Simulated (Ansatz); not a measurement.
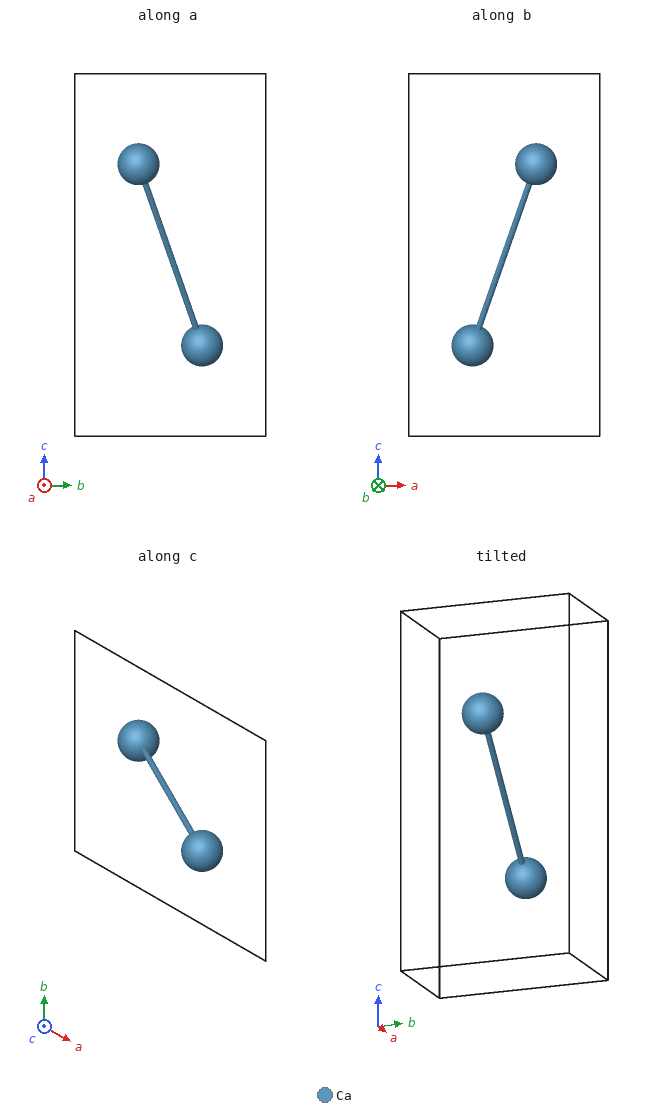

Structure drawing (ball-and-stick), viewed along the a axis, along the b axis, along the c axis and slightly off an axis. The conventional unit cell is outlined; an atom on or near a face, edge or corner is repeated at each equivalent position.

Lattice parameters: a = 3.936 Å, b = 3.936 Å, c = 6.474 Å, α = 90.00°, β = 90.00°, γ = 120.00°.

Turn the picture into a table of Wyckoff sites.

Answer. Space group P6_3/mmc (No. 194).
```tsv
atom	site	x	y	z
Ca	2c	0.3333	0.6667	0.2500
```

Starting structure: a structure type filled with this element by a generator (whether the element takes this form wasn't checked). Earlier steps of the study may have refined or changed the cell and positions. It went into a calculation with Ansatz.
